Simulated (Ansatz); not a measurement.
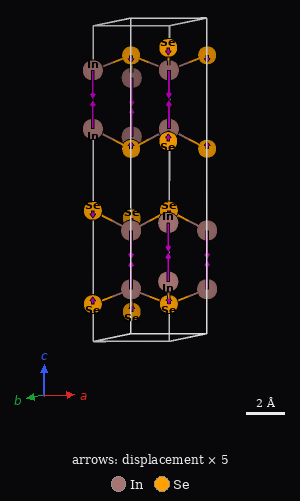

A relaxation of crystalline InSe (set up in P6_3/mmc) (coarse preliminary run). The starting structure is drawn; purple arrows show the displacements (the part carried along by the change of the cell is left out), 5 times their true length.

A ball-and-stick model of the cell of the calculation, seen from a free direction.

Level of theory: DFT PBE, scalar-relativistic, plane waves, PAW in Ansatz 0.2.0. Settings: plane-wave cutoff 420 eV; k-point mesh 6 × 6 × 1; occupations gaussian; smearing width 0.1 eV; no spin polarisation; cell and atoms relaxed; force threshold 0.04 eV/Å; at most 70 steps.

What happened in the run?

Answer. The largest moves relative to the cell, 0.33 Å, are those of In atoms. Largest moves by element: In 0.33 Å, Se 0.08 Å. Cell: a = b 4.050 → 4.086 Å (+0.9 %), c 16.930 → 18.710 Å (+10.5 %). Volume +12.5 %. Near-neighbour distances that change, for instance: In–In 3.149 → 2.823 Å, In–Se 2.517 → 2.681 Å. Among the angles between lasting bonds that change: Se–In–Se 107.1° → 99.3°, In–Se–In 107.1° → 99.3°. The space group stays P6_3/mmc (No. 194). After 6 accepted moves (7 points after the start) the energy has fallen by 241 meV per atom. Largest force component: 2.9 eV/Å at the start, 0.003 eV/Å at the end. The pressure goes from 7.65 to 0.05 GPa. At 1 point the geometry stayed and the basis and grid were re-selected for the new cell (energy shift of 0.6 meV per atom at most each time). The run took 53 s on 1 thread of Intel(R) Xeon(R) Platinum 8375C CPU @ 2.90GHz (Ice Lake) (shared host), peak memory 0.57 GiB.

Limits of the set-up: layers or molecules are held without a dispersion correction, so their spacing is unreliable.
